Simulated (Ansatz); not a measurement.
System: a (210) slab cut from GaN (F-43m), unrelaxed, of composition Ga11N10 (not the bulk's), ended by Ga planes, 21 atoms in the cell.

```yaml
crystal:
  lattice:
    - [4.49823, 0.00000, 0.00000]
    - [-2.24912, 5.02917, 0.00000]
    - [0.00000, 0.00000, 25.05835]
  atoms:
    - { symbol: Ga, position: [0.70000, 0.40000, 0.29930] }
    - { symbol: N, position: [0.80000, 0.10000, 0.31937] }
    - { symbol: Ga, position: [0.40000, 0.80000, 0.33944] }
    - { symbol: N, position: [0.50000, 0.50000, 0.35951] }
    - { symbol: Ga, position: [0.10000, 0.20000, 0.37958] }
    - { symbol: N, position: [0.20000, 0.90000, 0.39965] }
    - { symbol: Ga, position: [0.80000, 0.60000, 0.41972] }
    - { symbol: N, position: [0.90000, 0.30000, 0.43979] }
    - { symbol: Ga, position: [0.50000, 0.00000, 0.45986] }
    - { symbol: N, position: [0.60000, 0.70000, 0.47993] }
    - { symbol: Ga, position: [0.20000, 0.40000, 0.50000] }
    - { symbol: N, position: [0.30000, 0.10000, 0.52007] }
    - { symbol: Ga, position: [0.90000, 0.80000, 0.54014] }
    - { symbol: N, position: [0.00000, 0.50000, 0.56021] }
    - { symbol: Ga, position: [0.60000, 0.20000, 0.58028] }
    - { symbol: N, position: [0.70000, 0.90000, 0.60035] }
    - { symbol: Ga, position: [0.30000, 0.60000, 0.62042] }
    - { symbol: N, position: [0.40000, 0.30000, 0.64049] }
    - { symbol: Ga, position: [0.00000, 0.00000, 0.66056] }
    - { symbol: N, position: [0.10000, 0.70000, 0.68063] }
    - { symbol: Ga, position: [0.70000, 0.40000, 0.70070] }
```

Level of theory: DFT PBEsol, scalar-relativistic, plane waves, PAW, no spin polarisation, 7×5×1 k mesh; code Ansatz 0.2.0.

What does the potential across the slab give for the work function?

The work function is 4.93 eV, the same on both faces. The two vacuum levels agree, so the slab has no net dipole along its normal. The outermost atoms are 10.1 Å apart, which leaves 15.0 Å of vacuum in a cell 25.1 Å high.

The electron count is odd and the run has no spin polarisation, so a magnetic state may lie lower. The atoms aren't at rest in this cell (largest force 1.6 eV/Å), so the relaxed material can differ.

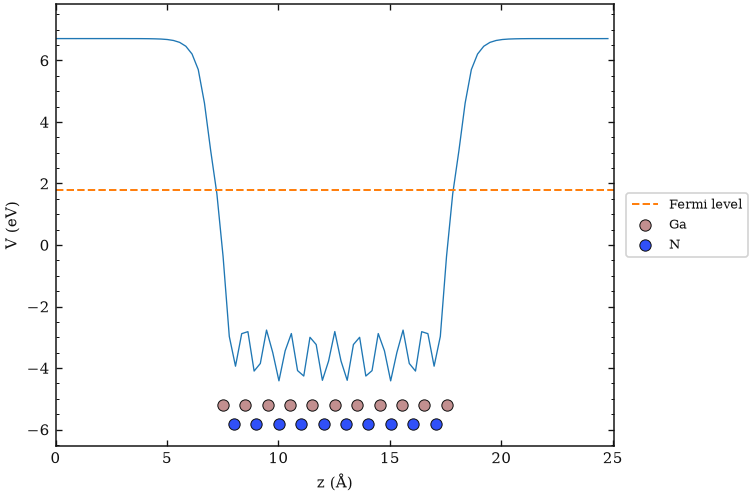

Plane-averaged electrostatic potential energy of an electron across the slab; circles at the bottom mark the heights of the atoms.
